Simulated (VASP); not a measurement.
## ZrC35: efg calculation (part 2 of 3)

ZrC35 (defect cell, 36 atoms in the cell); Kohn-Sham DFT of a periodic cell, PBE, VASP PAW PBE potentials, recommended, no spin polarisation (VASP 6.6.1); cutoff 520 eV, 3×3×3 k-mesh, fermi-dirac of 0.01 eV. The structure derives from an entry of the Crystallography Open Database. It belongs to a series of runs on one base structure; here: Zr on a C site, charge +0, host positions.

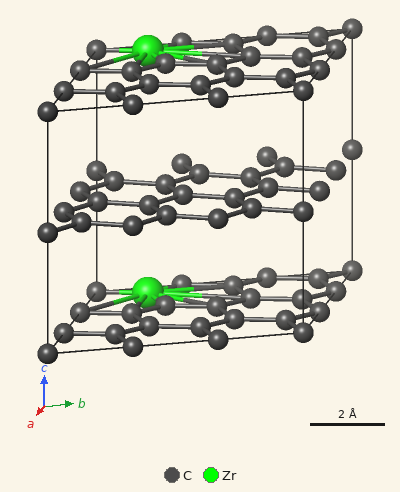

**Figure 1.** The structure as given in the input (ball-and-stick view of the cell of the calculation, seen slightly off an axis).

### Parts of OUTCAR, continued
```
 Free energy of the ion-electron system (eV)
  ---------------------------------------------------
  ext. energy  EPLUGINS =         0.00000000
  ---------------------------------------------------
  free energy    TOTEN  =      -294.74266963 eV

  energy without entropy =     -294.72614960  energy(sigma->0) =     -294.73440961

 E-fermi :   5.1430     XC(G=0): -10.3788     alpha+bet :-12.0135

 val. band max:        5.1424897425   @ k =   0.3333  -0.0000   0.3333
 cond. band min:       5.2278668249   @ k =   0.3333   0.3333   0.3333
 fundamental gap:      0.0853770824
 Fermi energy:         5.1430274307

 k-point     1 :       0.0000    0.0000    0.0000
  band No.  band energies     occupation
      1     -42.6377      2.00000
      2     -23.9944      2.00000
      3     -23.9943      2.00000
      4     -19.4326      2.00000
      5     -14.4015      2.00000
      6     -14.0859      2.00000
      7     -12.0389      2.00000
      8     -12.0389      2.00000
      9     -11.8796      2.00000
     10     -11.8102      2.00000
     11     -11.7929      2.00000
     12     -11.7928      2.00000
     13     -11.6750      2.00000
     14     -11.6750      2.00000
     15     -11.6280      2.00000
     16     -11.1921      2.00000
     17     -11.1921      2.00000
     18      -9.5586      2.00000
     19      -7.8055      2.00000
     20      -7.4891      2.00000
     21      -7.4891      2.00000
     22      -7.4220      2.00000
     23      -7.4220      2.00000
     24      -7.3243      2.00000
     25      -7.3243      2.00000
     26      -5.7254      2.00000
     27      -5.6686      2.00000
     28      -5.6686      2.00000
     29      -5.3576      2.00000
     30      -5.3465      2.00000
     31      -5.0006      2.00000
     32      -5.0006      2.00000
     33      -4.6623      2.00000
     34      -4.4577      2.00000
     35      -4.4577      2.00000
     36      -4.4454      2.00000
     37      -4.4453      2.00000
     38      -4.4416      2.00000
     39      -4.4348      2.00000
     40      -3.2183      2.00000
     41      -2.7794      2.00000
     42      -2.7794      2.00000
     43      -1.4271      2.00000
     44      -1.3747      2.00000
     45      -1.3137      2.00000
     46      -1.3137      2.00000
     47      -1.0477      2.00000
     48      -1.0477      2.00000
     49      -0.7520      2.00000
     50      -0.6238      2.00000
     51      -0.6114      2.00000
     52      -0.6114      2.00000
     53      -0.5802      2.00000
     54      -0.5802      2.00000
     55      -0.5614      2.00000
     56      -0.3024      2.00000
     57      -0.3024      2.00000
     58      -0.2144      2.00000
     59       0.2653      2.00000
     60       0.7965      2.00000
     61       0.7965      2.00000
     62       1.2947      2.00000
     63       1.2947      2.00000
     64       1.3095      2.00000
     65       1.3095      2.00000
     66       1.3810      2.00000
     67       2.1367      2.00000
     68       2.1367      2.00000
     69       2.8613      2.00000
     70       3.5111      2.00000
     71       3.5111      2.00000
     72       3.7064      2.00000
     73       4.4138      2.00000
     74       4.4138      2.00000
     75       4.8164      2.00000
     76       5.0687      1.99882
     77       5.0687      1.99882
     78       5.2836      0.00000
     79       5.2836      0.00000
     80       7.0488      0.00000
     81       7.4006      0.00000
     82       7.8558      0.00000
     83       7.8558      0.00000
     84       9.4394      0.00000
     85       9.4394      0.00000
     86       9.5423      0.00000
     87       9.9503      0.00000
     88      10.1110      0.00000

 k-point     2 :       0.3333   -0.0000    0.0000
  band No.  band energies     occupation
      1     -42.6377      2.00000
      2     -23.9946      2.00000
      3     -23.9944      2.00000
      4     -19.4326      2.00000
      5     -14.1073      2.00000
      6     -13.8008      2.00000
      7     -13.2280      2.00000
      8     -12.9608      2.00000
      9     -12.3694      2.00000
     10     -12.3244      2.00000
     11     -12.0873      2.00000
     12     -11.7043      2.00000
     13     -10.7537      2.00000
     14     -10.6614      2.00000
     15     -10.5571      2.00000
     16     -10.3411      2.00000
     17      -9.8417      2.00000
     18      -9.2300      2.00000
     19      -9.0949      2.00000
     20      -9.0313      2.00000
     21      -8.9504      2.00000
     22      -7.9466      2.00000
     23      -7.2113      2.00000
     24      -7.0835      2.00000
     25      -6.6334      2.00000
     26      -6.6071      2.00000
     27      -6.5285      2.00000
     28      -6.0265      2.00000
     29      -5.7435      2.00000
     30      -5.7256      2.00000
     31      -5.5434      2.00000
     32      -4.0349      2.00000
     33      -3.9973      2.00000
     34      -3.9449      2.00000
     35      -3.9277      2.00000
     36      -3.5310      2.00000
     37      -3.0289      2.00000
     38      -2.9802      2.00000
     39      -2.9570      2.00000
     40      -2.9560      2.00000
     41      -2.5182      2.00000
     42      -2.0847      2.00000
     43      -2.0548      2.00000
     44      -1.8307      2.00000
     45      -1.8241      2.00000
     46      -1.5821      2.00000
     47      -1.5517      2.00000
     48      -1.5322      2.00000
     49      -1.4616      2.00000
     50      -1.1900      2.00000
     51      -1.1559      2.00000
     52      -0.9500      2.00000
     53      -0.9482      2.00000
     54      -0.6814      2.00000
     55      -0.4398      2.00000
     56      -0.3819      2.00000
     57       0.1422      2.00000
     58       0.2006      2.00000
     59       0.4188      2.00000
     60       0.4951      2.00000
     61       0.8105      2.00000
     62       0.8170      2.00000
     63       1.0213      2.00000
     64       1.1709      2.00000
     65       1.5675      2.00000
     66       1.5880      2.00000
     67       2.0116      2.00000
     68       2.1112      2.00000
     69       2.5261      2.00000
     70       2.7374      2.00000
     71       3.3363      2.00000
     72       3.6065      2.00000
     73       3.9630      2.00000
     74       4.7445      2.00000
     75       4.9132      2.00000
     76       5.1398      1.15954
     77       5.3080      0.00000
     78       5.6699      0.00000
     79       6.8082      0.00000
     80       6.8380      0.00000
     81       7.1903      0.00000
     82       7.3617      0.00000
     83       7.5011      0.00000
     84       7.7416      0.00000
     85       8.4846      0.00000
     86       8.5662      0.00000
     87       9.7833      0.00000
     88      10.0096      0.00000

 k-point     3 :       0.3333    0.3333    0.0000
  band No.  band energies     occupation
      1     -42.6377      2.00000
      2     -23.9945      2.00000
      3     -23.9945      2.00000
      4     -19.4326      2.00000
      5     -13.5688      2.00000
      6     -13.5436      2.00000
      7     -13.5313      2.00000
      8     -13.3111      2.00000
      9     -13.2847      2.00000
     10     -12.7255      2.00000
     11     -11.0436      2.00000
     12     -10.9517      2.00000
     13     -10.9216      2.00000
     14     -10.8345      2.00000
     15     -10.6208      2.00000
     16     -10.2535      2.00000
     17      -9.1853      2.00000
     18      -9.0290      2.00000
     19      -8.9330      2.00000
     20      -8.9275      2.00000
     21      -8.8995      2.00000
     22      -8.2422      2.00000
     23      -7.8762      2.00000
     24      -7.8487      2.00000
     25      -7.8482      2.00000
     26      -7.4119      2.00000
     27      -6.8860      2.00000
     28      -5.8679      2.00000
     29      -4.9811      2.00000
     30      -4.5176      2.00000
     31      -4.5074      2.00000
     32      -4.4790      2.00000
     33      -3.8387      2.00000
     34      -3.7150      2.00000
     35      -3.2574      2.00000
     36      -3.1803      2.00000
     37      -2.9863      2.00000
     38      -2.9421      2.00000
     39      -2.9385      2.00000
     40      -2.9373      2.00000
     41      -2.5646      2.00000
     42      -2.4524      2.00000
     43      -2.1362      2.00000
     44      -2.1219      2.00000
     45      -2.1189      2.00000
     46      -2.0039      2.00000
     47      -1.6011      2.00000
     48      -1.5196      2.00000
     49      -1.1806      2.00000
     50      -0.7982      2.00000
     51      -0.7940      2.00000
     52      -0.7476      2.00000
     53      -0.5426      2.00000
     54      -0.5407      2.00000
     55      -0.5192      2.00000
     56      -0.4927      2.00000
     57      -0.2123      2.00000
     58      -0.0749      2.00000
     59       0.2176      2.00000
     60       0.3041      2.00000
     61       0.4190      2.00000
     62       0.4191      2.00000
     63       0.4461      2.00000
     64       1.1509      2.00000
     65       1.3899      2.00000
     66       1.6683      2.00000
     67       2.2104      2.00000
     68       2.3393      2.00000
     69       2.5010      2.00000
     70       2.9637      2.00000
     71       3.0855      2.00000
     72       3.1725      2.00000
     73       4.3246      2.00000
     74       5.0370      1.99995
     75       5.1302      1.56494
     76       5.1357      1.34896
     77       5.1397      1.16656
     78       5.2492      0.00005
     79       6.6838      0.00000
     80       6.8689      0.00000
     81       6.8810      0.00000
     82       7.4707      0.00000
     83       7.6794      0.00000
     84       7.8215      0.00000
     85       8.6392      0.00000
     86       9.0276      0.00000
     87       9.0761      0.00000
     88       9.1266      0.00000

 k-point     4 :       0.0000    0.0000    0.3333
  band No.  band energies     occupation
      1     -42.6377      2.00000
      2     -23.9943      2.00000
      3     -23.9943      2.00000
      4     -19.4330      2.00000
      5     -14.3539      2.00000
      6     -14.1379      2.00000
      7     -12.0112      2.00000
      8     -12.0112      2.00000
      9     -11.8321      2.00000
     10     -11.8069      2.00000
     11     -11.7796      2.00000
     12     -11.7795      2.00000
     13     -11.7069      2.00000
     14     -11.7068      2.00000
     15     -11.6799      2.00000
     16     -11.2103      2.00000
     17     -11.2102      2.00000
     18      -9.5632      2.00000
     19      -7.8044      2.00000
     20      -7.4522      2.00000
     21      -7.4522      2.00000
     22      -7.4204      2.00000
     23      -7.4204      2.00000
     24      -7.3644      2.00000
     25      -7.3643      2.00000
     26      -5.7225      2.00000
     27      -5.6695      2.00000
     28      -5.6694      2.00000
     29      -5.3613      2.00000
     30      -5.3494      2.00000
     31      -4.9985      2.00000
     32      -4.9985      2.00000
     33      -4.6494      2.00000
     34      -4.4619      2.00000
     35      -4.4618      2.00000
     36      -4.4490      2.00000
     37      -4.4467      2.00000
     38      -4.4467      2.00000
     39      -4.4434      2.00000
     40      -2.8409      2.00000
     41      -2.7816      2.00000
     42      -2.7816      2.00000
     43      -1.9308      2.00000
     44      -1.3741      2.00000
     45      -1.1219      2.00000
     46      -1.1219      2.00000
     47      -1.0466      2.00000
     48      -1.0466      2.00000
     49      -0.7499      2.00000
     50      -0.6245      2.00000
     51      -0.6114      2.00000
     52      -0.6114      2.00000
     53      -0.5811      2.00000
     54      -0.5811      2.00000
     55      -0.5636      2.00000
     56       0.0463      2.00000
     57       0.0463      2.00000
     58       0.1369      2.00000
     59       0.3011      2.00000
     60       0.5311      2.00000
     61       0.5311      2.00000
     62       0.8631      2.00000
     63       0.8631      2.00000
     64       0.9307      2.00000
     65       1.2956      2.00000
     66       1.2956      2.00000
     67       2.1367      2.00000
     68       2.1367      2.00000
     69       2.6781      2.00000
     70       3.6030      2.00000
     71       3.6030      2.00000
     72       3.7381      2.00000
     73       4.4144      2.00000
     74       4.4144      2.00000
     75       4.8378      2.00000
     76       5.1005      1.97195
     77       5.1005      1.97195
     78       5.1302      1.56430
     79       5.1302      1.56429
     80       7.2414      0.00000
     81       7.8489      0.00000
     82       7.8489      0.00000
     83       7.9049      0.00000
     84       9.6002      0.00000
     85       9.6002      0.00000
     86       9.7174      0.00000
     87       9.9758      0.00000
     88      10.0180      0.00000

 k-point     5 :       0.3333   -0.0000    0.3333
  band No.  band energies     occupation
      1     -42.6377      2.00000
      2     -23.9946      2.00000
      3     -23.9944      2.00000
      4     -19.4330      2.00000
      5     -14.0622      2.00000
      6     -13.8489      2.00000
      7     -13.1902      2.00000
      8     -12.9993      2.00000
      9     -12.3303      2.00000
     10     -12.3193      2.00000
     11     -12.1307      2.00000
     12     -11.7166      2.00000
     13     -10.7087      2.00000
     14     -10.6515      2.00000
     15     -10.6058      2.00000
     16     -10.3463      2.00000
     17      -9.8485      2.00000
     18      -9.2044      2.00000
     19      -9.0822      2.00000
     20      -9.0596      2.00000
     21      -8.9653      2.00000
     22      -7.9498      2.00000
     23      -7.1954      2.00000
     24      -7.1022      2.00000
     25      -6.6172      2.00000
     26      -6.6064      2.00000
     27      -6.5452      2.00000
     28      -6.0255      2.00000
     29      -5.7399      2.00000
     30      -5.7318      2.00000
     31      -5.5497      2.00000
     32      -4.0257      2.00000
     33      -3.9846      2.00000
     34      -3.9552      2.00000
     35      -3.9427      2.00000
     36      -3.5313      2.00000
     37      -3.0129      2.00000
     38      -2.9820      2.00000
     39      -2.9741      2.00000
     40      -2.5842      2.00000
     41      -2.5170      2.00000
     42      -2.0836      2.00000
     43      -1.9112      2.00000
     44      -1.8305      2.00000
     45      -1.8255      2.00000
     46      -1.5592      2.00000
     47      -1.5343      2.00000
     48      -1.4691      2.00000
     49      -1.4072      2.00000
     50      -1.3345      2.00000
     51      -1.1560      2.00000
     52      -0.9512      2.00000
     53      -0.9490      2.00000
     54      -0.8520      2.00000
     55      -0.4404      2.00000
     56      -0.3661      2.00000
     57      -0.0342      2.00000
     58       0.1995      2.00000
     59       0.2431      2.00000
     60       0.4186      2.00000
     61       0.8169      2.00000
     62       0.8949      2.00000
     63       1.0208      2.00000
     64       1.1485      2.00000
     65       1.5673      2.00000
     66       1.6469      2.00000
     67       1.8001      2.00000
     68       2.0829      2.00000
     69       2.5042      2.00000
     70       2.6178      2.00000
     71       3.2879      2.00000
     72       3.3976      2.00000
     73       3.9991      2.00000
     74       4.7255      2.00000
     75       4.8393      2.00000
     76       5.1425      1.02688
     77       5.3286      0.00000
     78       5.6671      0.00000
     79       6.7720      0.00000
     80       6.7990      0.00000
     81       7.1922      0.00000
     82       7.5175      0.00000
     83       7.5303      0.00000
     84       8.1315      0.00000
     85       8.4313      0.00000
     86       8.5041      0.00000
     87       9.7425      0.00000
     88      10.2131      0.00000

 k-point     6 :       0.0000    0.3333    0.3333
  band No.  band energies     occupation
      1     -42.6377      2.00000
      2     -23.9945      2.00000
      3     -23.9944      2.00000
      4     -19.4330      2.00000
      5     -14.0621      2.00000
      6     -13.8489      2.00000
      7     -13.1903      2.00000
      8     -12.9992      2.00000
      9     -12.3303      2.00000
     10     -12.3193      2.00000
     11     -12.1307      2.00000
     12     -11.7167      2.00000
     13     -10.7089      2.00000
     14     -10.6516      2.00000
     15     -10.6055      2.00000
     16     -10.3462      2.00000
     17      -9.8485      2.00000
     18      -9.2044      2.00000
     19      -9.0821      2.00000
     20      -9.0596      2.00000
     21      -8.9654      2.00000
     22      -7.9499      2.00000
     23      -7.1956      2.00000
     24      -7.1021      2.00000
     25      -6.6172      2.00000
     26      -6.6064      2.00000
     27      -6.5451      2.00000
     28      -6.0255      2.00000
     29      -5.7398      2.00000
     30      -5.7319      2.00000
     31      -5.5497      2.00000
     32      -4.0255      2.00000
     33      -3.9847      2.00000
     34      -3.9555      2.00000
     35      -3.9426      2.00000
     36      -3.5313      2.00000
     37      -3.0130      2.00000
     38      -2.9819      2.00000
     39      -2.9740      2.00000
     40      -2.5838      2.00000
     41      -2.5175      2.00000
     42      -2.0837      2.00000
     43      -1.9118      2.00000
     44      -1.8306      2.00000
     45      -1.8255      2.00000
     46      -1.5592      2.00000
     47      -1.5338      2.00000
     48      -1.4699      2.00000
     49      -1.4052      2.00000
     50      -1.3347      2.00000
     51      -1.1560      2.00000
     52      -0.9509      2.00000
     53      -0.9492      2.00000
     54      -0.8543      2.00000
     55      -0.4407      2.00000
     56      -0.3634      2.00000
     57      -0.0339      2.00000
     58       0.2001      2.00000
     59       0.2402      2.00000
     60       0.4186      2.00000
     61       0.8163      2.00000
     62       0.8962      2.00000
     63       1.0209      2.00000
     64       1.1521      2.00000
     65       1.5673      2.00000
     66       1.6398      2.00000
     67       1.7985      2.00000
     68       2.0885      2.00000
     69       2.5027      2.00000
     70       2.6179      2.00000
     71       3.2922      2.00000
     72       3.3995      2.00000
     73       3.9947      2.00000
     74       4.7242      2.00000
     75       4.8383      2.00000
     76       5.1412      1.09190
     77       5.3274      0.00000
     78       5.6657      0.00000
     79       6.7816      0.00000
     80       6.8015      0.00000
     81       7.1896      0.00000
     82       7.5347      0.00000
     83       7.5487      0.00000
     84       8.0453      0.00000
     85       8.4230      0.00000
     86       8.5561      0.00000
     87       9.7545      0.00000
     88      10.1999      0.00000
```
